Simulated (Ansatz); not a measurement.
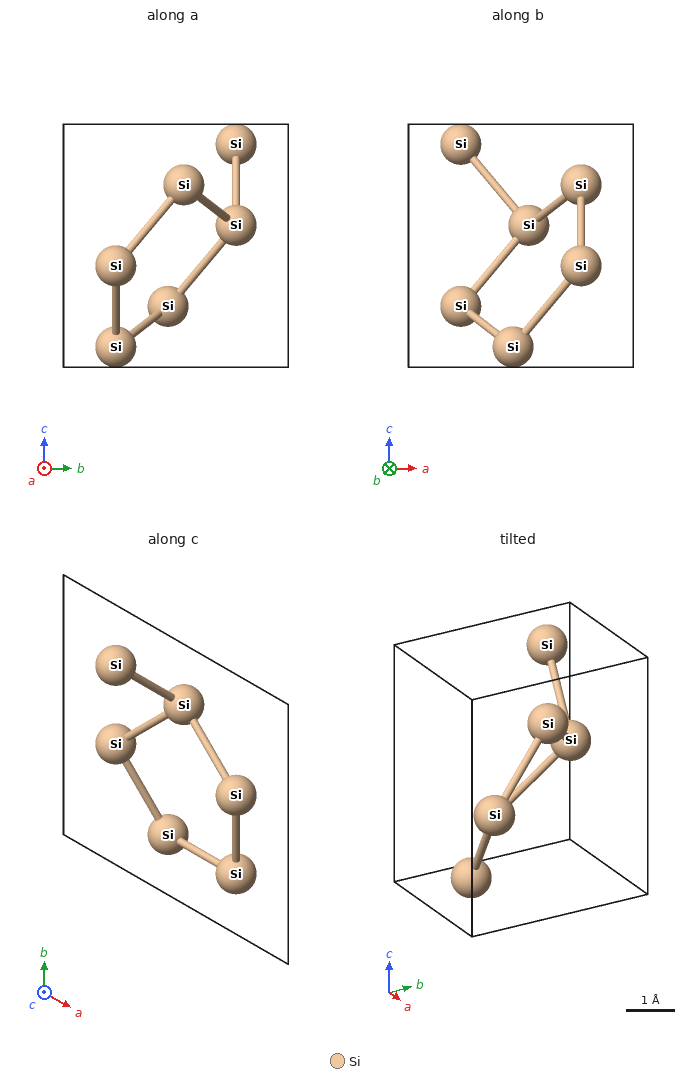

Drawn in the ball-and-stick manner and seen along the a axis, along the b axis, along the c axis and slightly off an axis. The edges of the conventional unit cell are marked.

Lattice parameters: a = 5.4770 Å, b = 5.4770 Å, c = 5.1245 Å, α = 90.000°, β = 90.000°, γ = 120.000°.

Question: Write down what is shown as a CIF in P1 with every atom of the cell, with free fractional coordinates to two decimals.

Answer:
```cif
data_structure
_symmetry_space_group_name_H-M 'P 1'
_symmetry_Int_Tables_number 1
_cell_length_a 5.4770
_cell_length_b 5.4770
_cell_length_c 5.1245
_cell_angle_alpha 90.000
_cell_angle_beta 90.000
_cell_angle_gamma 120.000
_cell_volume 133.13
loop_
_atom_site_label
_atom_site_type_symbol
_atom_site_fract_x
_atom_site_fract_y
_atom_site_fract_z
_atom_site_occupancy
Si1 Si 0.23 0.47 0.25 1
Si2 Si 0.53 0.77 0.5833 1
Si3 Si 0.23 0.77 0.9167 1
Si4 Si 0.77 0.53 0.75 1
Si5 Si 0.47 0.23 0.0833 1
Si6 Si 0.77 0.23 0.4167 1
```

The structure was taken from a structure type filled with this element by a generator (whether the element takes this form wasn't checked). Earlier steps of the study may have refined or changed the cell and positions. It was run through Ansatz as a DFT input.
